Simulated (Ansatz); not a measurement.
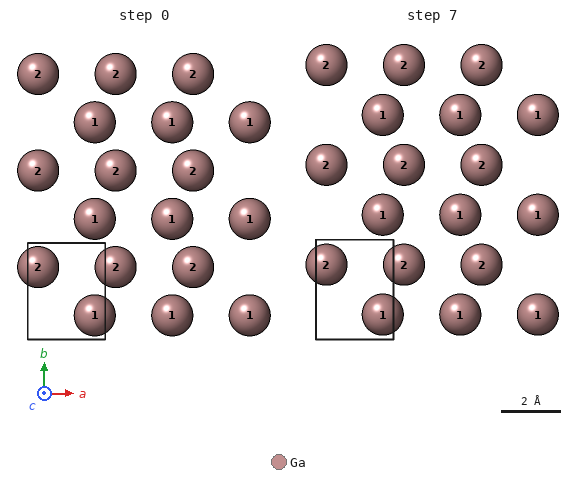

The structure of solid Ga (set up in P2_1/m) before (left) and after (right) a relaxation, at one scale.

Style: spheres-only. Shown: the cell of the calculation, repeated 3 × 3 × 1 with one cell outlined, along the c axis.

Computed with DFT PBE, scalar-relativistic, plane waves, PAW (Ansatz).

The input:
```yaml
crystal:
  lattice:
    - [2.7784220849, 0.0, 0.0]
    - [0.0, 3.28160879, 0.0]
    - [-1.3434310986, 0.0, 3.9902731763]
  atoms:
    - { symbol: Ga, position: [0.86540373, 0.25, 0.22983317] }
    - { symbol: Ga, position: [0.13459627, 0.75, 0.77016683] }
basis:
  ecutwfc: 420
kpoints:
  mp_grid: { grid: [16, 12, 10] }
hamiltonian:
  xc: pbe
scf:
  occupations: { method: gaussian, width: 0.1 }
output:
  forces: true
  stress: true
  eigenvalues: true
relax:
  adjacent_minimum: "off"
  f_tol: 0.005
  max_steps: 80
  cell: { stress_tol: 0.05 }
```

Describe what moved and what it gained.

After 6 accepted moves (7 points after the start) the energy has fallen by 20.6 meV per cell of the calculation. Largest force component: 0.095 eV/Å at the start, 0.0024 eV/Å at the end. Pressure: 2.98 GPa at the start and −0.01 GPa at the end. At 1 point the geometry stayed and the basis and grid were re-selected for the new cell (energy shift of 0.6 meV per cell of the calculation at most each time). The largest moves relative to the cell, 0.015 Å, are those of Ga1 and Ga2. Ga1 goes along [−1 0 2]. Cell: a 2.778 → 2.784 Å (+0.2 %), b 3.282 → 3.392 Å (+3.4 %), c 4.210 → 4.284 Å (+1.7 %). Volume +5.3 %. Among the contacts that change: Ga1–Ga2 2.814 → 2.899 Å, Ga1–Ga2 (another image) 2.838 → 2.893 Å, Ga1–Ga2 (another image) 2.710 → 2.753 Å, Ga1–Ga1 2.778 → 2.784 Å. The space group stays P2_1/m (No. 11).
